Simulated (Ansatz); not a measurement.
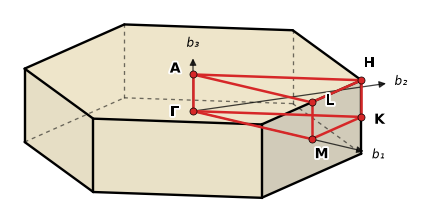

The first Brillouin zone and its special points. Crystal: Ni, coordinates from a relaxation with DFT, PBE, plane waves (420 eV) with PAW, scalar-relativistic (Ansatz 0.2.0); the starting structure was generated, so it need not be a known form of this composition. Geometry calculated from the standardised cell; symmetry tolerance 0.002 Å.

Space group P6_3/mmc (No. 194); a = 2.484 Å, b = 2.484 Å, c = 8.139 Å, α = 90.00°, β = 90.00°, γ = 120.00°.

Labels and path follow the convention of Hinuma et al. (2017), as computed by seekpath; the arrows show the directions of the reciprocal primitive vectors b₁, b₂, b₃, in which coordinates are given; lengths include the factor 2π.

Q: List the special points with their coordinates and distances from Γ.

A:
```csv
point,k₁,k₂,k₃,length of k (1/Å)
Γ,0,0,0,0.000
A,0,0,1/2,0.386
K,1/3,1/3,0,1.686
H,1/3,1/3,1/2,1.730
M,1/2,0,0,1.460
L,1/2,0,1/2,1.511
```

Q: What is the zone's volume?

A: (2π)³ over the primitive cell's volume of 43.49 Å³: 5.7 Å⁻³.
